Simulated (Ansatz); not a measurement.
Input of the run:

```
crystal:
  lattice:
    - [1.4411066809, -4.6634666101, 0.0]
    - [1.4411066809, 4.6634666101, 0.0]
    - [0.0, 0.0, 7.2299960646]
  atoms:
    - { symbol: Mg, position: [0.2518731538, 0.7481268462, 0.75] }
    - { symbol: Mg, position: [0.7481268462, 0.2518731538, 0.25] }
    - { symbol: Ag, position: [0.0, 0.0, 0.0] }
    - { symbol: Ag, position: [0.0, 0.0, 0.5] }
    - { symbol: H, position: [0.9005025902, 0.0994974098, 0.75] }
    - { symbol: H, position: [0.0994974098, 0.9005025902, 0.25] }
    - { symbol: H, position: [0.3487602857, 0.6512397143, 0.0817919499] }
    - { symbol: H, position: [0.6512397143, 0.3487602857, 0.9182080501] }
    - { symbol: H, position: [0.3487602857, 0.6512397143, 0.4182080501] }
    - { symbol: H, position: [0.6512397143, 0.3487602857, 0.5817919499] }
kpoints:
  mp_grid: { grid: [10, 10, 4] }
  band_path:
    path:
      - [0.0, 0.0, 0.0]
      - [-0.5, 0.5, 0.0]
      - [-0.273873414, 0.726126586, 0.0]
      - [0.273873414, 0.273873414, 0.0]
      - [0.0, 0.0, 0.5]
      - [0.273873414, 0.273873414, 0.5]
      - [-0.273873414, 0.726126586, 0.5]
      - [-0.5, 0.5, 0.5]
      - [0.0, 0.5, 0.0]
    npoints: 1
hamiltonian:
  xc: r2scan
  dispersion: rvv10
scf:
  occupations: { method: fermi_dirac, width: 0.03 }
  n_extra_bands: 6
output:
  forces: true
  stress: true
  eigenvalues: true
```

Run as:
```bash
ansatz run input.yaml --threads 4 --pin off --max-ram 4608MiB --backend cpu --events-out ev --progress --plain --runs-dir out
```

What will the density of states look like?

There is a gap; over the k points computed it is 0.93 eV. Within the window shown, the tallest peak of the filled states lies 5.0 eV under the valence-band top, at about 13 states per eV and cell.

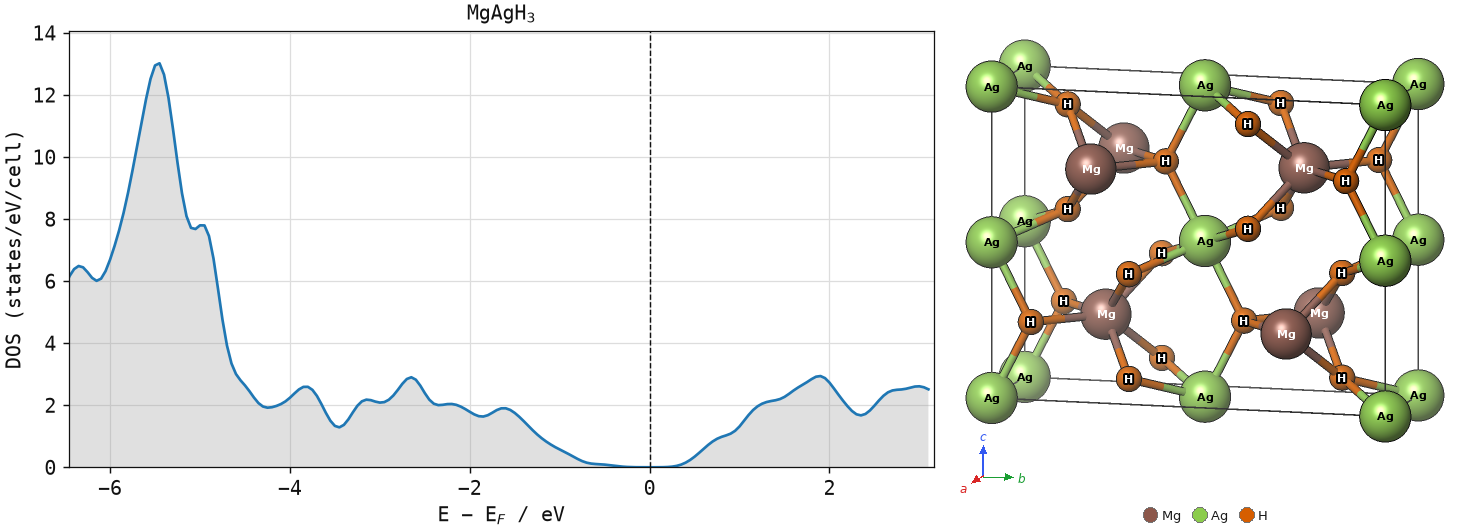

Density of states, beside the structure. Energies are counted from the Fermi level. The curve is built from the levels of the k mesh with Gaussians 0.3 eV wide, which also blur the band edges.
